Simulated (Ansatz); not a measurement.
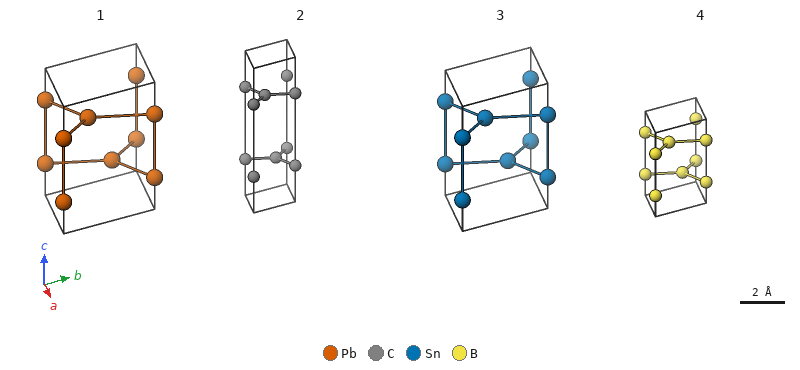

One structure type (space group P6_3/mmc for the parent) with different elements on its sites, each relaxed in cell and atoms to zero pressure (within 0.1 GPa). The picture is a ball-and-stick view of the cell of the calculation, seen from a free direction.

Computed with DFT r2SCAN, scalar-relativistic, plane waves, PAW (Ansatz 0.2.0). Settings: plane-wave cutoff 500 eV; occupations gaussian; smearing width 0.1 eV; no spin polarisation. The k-mesh is chosen for each cell (12×12×8, 18×18×6, 18×18×10).

Question: Give the formulas, and rank the crystals by volume per atom, smallest first.

Answer: 4 = B (7.9 Å³), 2 = C (9.2 Å³), 3 = Sn (33.4 Å³), 1 = Pb (38.7 Å³).

Question: Which have a band gap?

Answer: Pb: metallic; C: metallic; Sn: metallic; B: metallic.
